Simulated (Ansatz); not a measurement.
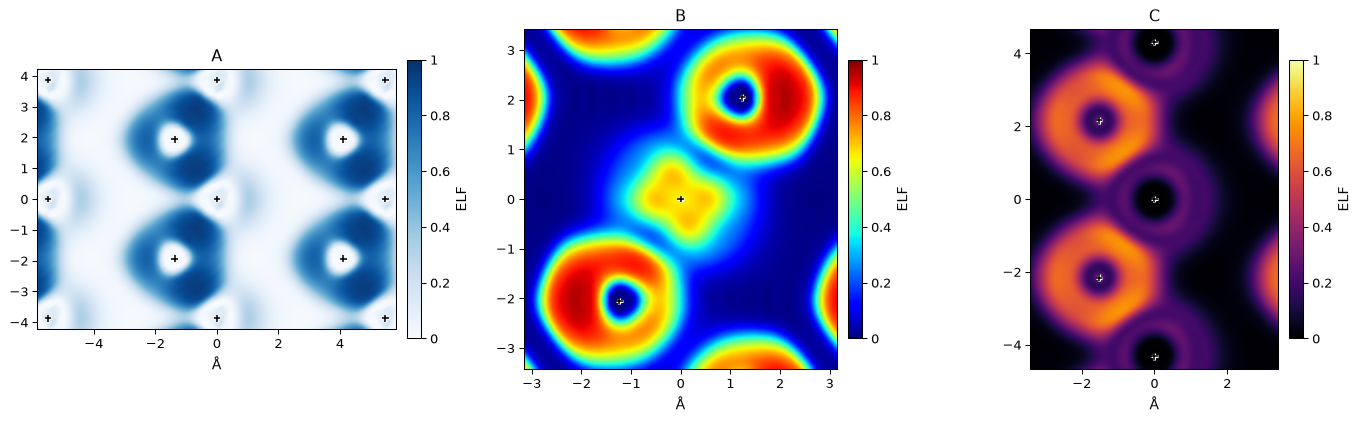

The ELF of 3 systems, each on a plane through atoms (crosses mark nuclei in the plane).

Theory: DFT, r2SCAN, PAW with Ansatz's default frozen-core files, scalar-relativistic; relaxation of cell and atoms (Ansatz 0.2.0).

System 1: AlP, the (110) plane of the conventional cell. Space group F-43m.

```xyz
8
Lattice="5.4784 0.0000 0.0000 0.0000 0.0000 -5.4784 0.0000 5.4784 0.0000" Properties=species:S:1:pos:R:3 pbc="T T T"
Al    2.7392    0.0000   -2.7392
Al    0.0000    2.7392   -2.7392
Al    0.0000    0.0000    0.0000
Al    2.7392    2.7392    0.0000
P     4.1088    1.3696   -4.1088
P     1.3696    4.1088   -4.1088
P     1.3696    1.3696   -1.3696
P     4.1088    4.1088   -1.3696
```

System 2: PtS2, the (110) plane of the conventional cell. Space group P-3m1.

System 3: InAs, the (101) plane of the conventional cell. Space group F-43m.

Question: Which map belongs to which system?

Answer: Panel A is system 1, AlP: the plane holds Al and P. Al–P (2.37 Å): the ELF peaks at about 0.95 between the atoms: a covalent bond. Panel B is system 2, PtS2: the plane holds Pt and S. Pt–S (2.39 Å): the ELF peaks at about 0.90 in the valence shell of S, 0.8 Å from its nucleus, and is about 0.50 at the midpoint. Panel C is system 3, InAs: the plane holds In and As. In–As (2.65 Å): the ELF peaks at about 0.75 between the atoms: a shared electron pair.
